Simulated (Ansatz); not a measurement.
**triplet C3H6O2 at 6 levels**

We compute a comparison of 6 runs (UHF/STO-3G, UHF/3-21G, UHF/6-31G*, U-r2SCAN/6-31G*, U-wB97M-V/6-31G*, UPBE-QIDH/6-31G*) of triplet C3H6O2. 

Program for the calculation: Ansatz 0.2.0.

61 further runs of the same task are left out: 61 set aside as unsound or not needed. Runs told in other sessions of the task aren't counted.

### Step 1. Starting point

The species is C3H6O2 (11 atoms), meant as a triplet with charge 0. SMILES of the parent species: `CCC(=O)O`. The shape is that of a PBE0-D4/def2-TZVP optimisation. This is one conformer, not always the lowest. That shape belongs to the parent species and isn't relaxed for this state.

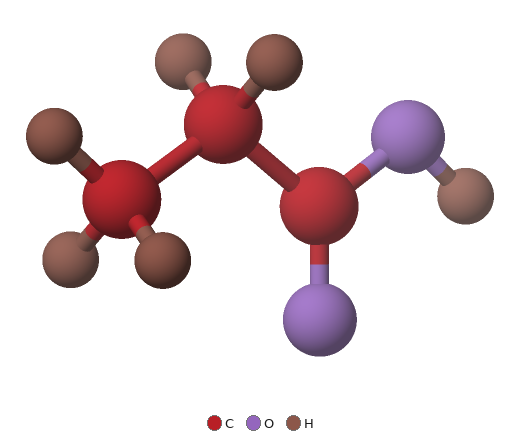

Viewed from a chosen angle; carbon red, oxygen purple, hydrogen brown.

### Step 2. A single-point energy at UHF/STO-3G (run 1)

File job.yaml:

```yaml
crystal:
  periodic: [false, false, false]
  atoms:
    - {symbol: C, position_ang: [-0.783540, 1.128090, 0.546590]}
    - {symbol: C, position_ang: [0.341270, 0.117580, 0.477050]}
    - {symbol: C, position_ang: [0.234880, -0.799450, -0.706330]}
    - {symbol: O, position_ang: [-0.627890, -0.777290, -1.540880]}
    - {symbol: O, position_ang: [1.247060, -1.686370, -0.738830]}
    - {symbol: H, position_ang: [-1.752370, 0.631450, 0.613470]}
    - {symbol: H, position_ang: [-0.800920, 1.756460, -0.344810]}
    - {symbol: H, position_ang: [-0.664880, 1.771580, 1.419910]}
    - {symbol: H, position_ang: [1.320940, 0.603390, 0.424350]}
    - {symbol: H, position_ang: [0.378780, -0.510780, 1.372740]}
    - {symbol: H, position_ang: [1.106680, -2.234670, -1.523290]}
basis:
  gaussian: {orbitals: STO-3G}
magnetization: {spin_polarized: true, initial_magnetization: 2}
hamiltonian: {xc: hf}
accuracy: high
output: {orbitals: {seedname: orbitals}}
```

Run with:

```sh
$ ansatz run job.yaml --threads 1 --pin off --max-ram 3480MiB --events-out events.jsonl --progress --plain --runs-dir runs
```

Output:

```text
Warning: RAYON_NUM_THREADS=1 ignored (pool sized by the plan → 1); use --threads N
Functional definition: HF
  name "HF"
  exchange = exact_x
  correlation = 0
659 factors; integrals over basis functions are off by at most 4.8e-9 eV
mean field evaluation 1: about -7159.5521 eV, gradient 1.8e1 eV
mean field evaluation 2: about -7159.8599 eV, gradient 1.8e1 eV
mean field evaluation 4: about -7163.4326 eV, gradient 3.1e0 eV
mean field evaluation 8: about -7163.6496 eV, gradient 1.0e-1 eV
mean field evaluation 16: about -7163.6472 eV, gradient 1.8e-8 eV
mean field evaluation 32: about -7162.5533 eV, gradient 1.7e-1 eV
mean field evaluation 64: about -7161.8592 eV, gradient 8.3e0 eV
mean field -7163.64723355 eV, -263.2591801384 hartree, gradient 1.8e-8 eV, S^2 2.005354; 0 other end points of the search recorded, 0 dependent functions left out
reference -7163.64723355 eV, -263.2591801384 hartree; 21, 19 occupied and 10, 12 virtual orbitals, 659 factors
Total energy: -7163.64723355 eV, -263.2591801384 hartree
```

It took 0.5 s on 1 thread of Arm Neoverse V2, shared host.

### Step 3. A single-point energy at UHF/3-21G (run 2)

File input.yaml:

```yaml
crystal:
  periodic: [false, false, false]
  atoms:
    - {symbol: C, position_ang: [-0.783540, 1.128090, 0.546590]}
    - {symbol: C, position_ang: [0.341270, 0.117580, 0.477050]}
    - {symbol: C, position_ang: [0.234880, -0.799450, -0.706330]}
    - {symbol: O, position_ang: [-0.627890, -0.777290, -1.540880]}
    - {symbol: O, position_ang: [1.247060, -1.686370, -0.738830]}
    - {symbol: H, position_ang: [-1.752370, 0.631450, 0.613470]}
    - {symbol: H, position_ang: [-0.800920, 1.756460, -0.344810]}
    - {symbol: H, position_ang: [-0.664880, 1.771580, 1.419910]}
    - {symbol: H, position_ang: [1.320940, 0.603390, 0.424350]}
    - {symbol: H, position_ang: [0.378780, -0.510780, 1.372740]}
    - {symbol: H, position_ang: [1.106680, -2.234670, -1.523290]}
basis:
  gaussian:
    orbitals: 3-21G.json
output: {orbitals: {seedname: orbitals}}
hamiltonian:
  xc: hf
magnetization:
  spin_polarized: true
  initial_magnetization: 2
accuracy: high
```

The basis set 3-21G is read from a file made from the Basis Set Exchange's data (not shown).

Run with:

```sh
$ ansatz run input.yaml --threads 1 --pin off --max-ram 3480MiB --events-out events.jsonl --progress --plain --runs-dir runs
```

Output:

```text
Warning: RAYON_NUM_THREADS=1 ignored (pool sized by the plan → 1); use --threads N
[... 4 set-up lines as earlier in the session ...]
1353 factors; integrals over basis functions are off by at most 1.0e-8 eV
mean field evaluation 1: about -7211.6126 eV, gradient 2.2e1 eV
mean field evaluation 2: about -7212.1663 eV, gradient 2.3e1 eV
mean field evaluation 4: about -7215.7520 eV, gradient 3.9e0 eV
mean field evaluation 8: about -7216.1712 eV, gradient 9.2e-1 eV
mean field evaluation 16: about -7216.1977 eV, gradient 1.3e-8 eV
mean field evaluation 32: about -7216.1085 eV, gradient 5.7e-1 eV
mean field evaluation 64: about -7207.5613 eV, gradient 2.3e1 eV
mean field -7216.19768163 eV, -265.1903734853 hartree, gradient 2.4e-8 eV, S^2 2.012027; 2 other end points of the search recorded, 0 dependent functions left out
reference -7216.19768163 eV, -265.1903734853 hartree; 21, 19 occupied and 36, 38 virtual orbitals, 1353 factors
Total energy: -7216.19768163 eV, -265.1903734853 hartree
```

Wall time 1.7 s (1 thread of Arm Neoverse V2, shared host); peak memory 0.17 GiB.

Runs 3 to 5 aren't shown in full; the table further down has their settings and results.

### Step 4. A single-point energy at UPBE-QIDH/6-31G(d) (spherical functions) (run 6)

Edit job.yaml of step 2 so:

```diff
@@ -15,6 +15,7 @@
 basis:
-  gaussian: {orbitals: STO-3G}
+  gaussian: {orbitals: 6-31G_st_-spherical.json}
 magnetization: {spin_polarized: true, initial_magnetization: 2}
-hamiltonian: {xc: hf}
+output: {orbitals: {seedname: orbitals}}
+hamiltonian: {xc: {name: PBE-QIDH}}
+correlation: {frozen_orbitals: {C: 1, H: 0, O: 1}}
 accuracy: high
-output: {orbitals: {seedname: orbitals}}
```

The basis set 6-31G* is read from a file made from the Basis Set Exchange's data (not shown).

Run with:

```sh
$ ansatz run job.yaml --threads 1 --pin off --max-ram 3480MiB --events-out events.jsonl --progress --plain --runs-dir runs
```

Output, shortened:

```text
Warning: RAYON_NUM_THREADS=1 ignored (pool sized by the plan → 1); use --threads N
Functional definition: PBE-QIDH
  name "PBE-QIDH"
[...]
2006 factors; integrals over basis functions are off by at most 3.4e-9 eV
[...]
mean field -7279.18262747 eV, -267.5050275524 hartree, gradient 4.7e-8 eV, S^2 2.011353; 2 other end points of the search recorded, 0 dependent functions left out
5 core orbitals not correlated: weight in the atoms' cores, before any rotation towards them, 1.000 or more for the frozen orbitals, at most 0.000 for the correlated occupied ones
reference -7279.18262815 eV, -267.5050275771 hartree; 16, 14 occupied and 61, 63 virtual orbitals, 2006 factors
second order -20.79943519 eV of doubles, -0.00000000 eV of singles
Total energy: -7286.11577321 eV, -267.7598159588 hartree
```

It took 21 s on 1 thread of Arm Neoverse V2, shared host; peak memory 0.39 GiB.

### Step 5. All runs side by side

| run | level | frozen core orbitals | energy (Eh) | HOMO energy (eV) | LUMO energy (eV) | ⟨S²⟩ | wall time |
| --- | --- | --- | --- | --- | --- | --- | --- |
| 1 | UHF/STO-3G | – | -263.259180 | -4.30 | 6.42 | 2.005 | 0.5 s |
| 2 | UHF/3-21G | – | -265.190373 | -6.29 | 1.60 | 2.012 | 1.7 s |
| 3 | UHF/6-31G* (spherical functions) | – | -266.670904 | -6.25 | 1.36 | 2.017 | 4.5 s |
| 4 | U-r2SCAN/6-31G* (spherical functions) | – | -268.043079 | -1.17 | – | 2.008 | 25 s |
| 5 | U-wB97M-V/6-31G* (spherical functions) | – | -268.076690 | -4.41 | -2.58 | 2.004 | 2.7 min |
| 6 | UPBE-QIDH/6-31G* (spherical functions) | 5 | -267.759816 | -4.82 | -1.55 | 2.011 | 21 s |

### Step 6. Summary of results

```
                                                       quantity          value
                                            run 6: total energy  -267.75982 Eh
run 6: HOMO energy (SCF part's orbitals) (highest over α and β)       -4.82 eV
 run 6: LUMO energy (SCF part's orbitals) (lowest over α and β)       -1.55 eV
                                                    run 6: ⟨S²⟩          2.011
```

**Reading.** Totals of different functionals can't be ranked against each other. In run 1 the basis is minimal, so the values are rough. All runs together took 3.6 min, the longest 2.7 min.
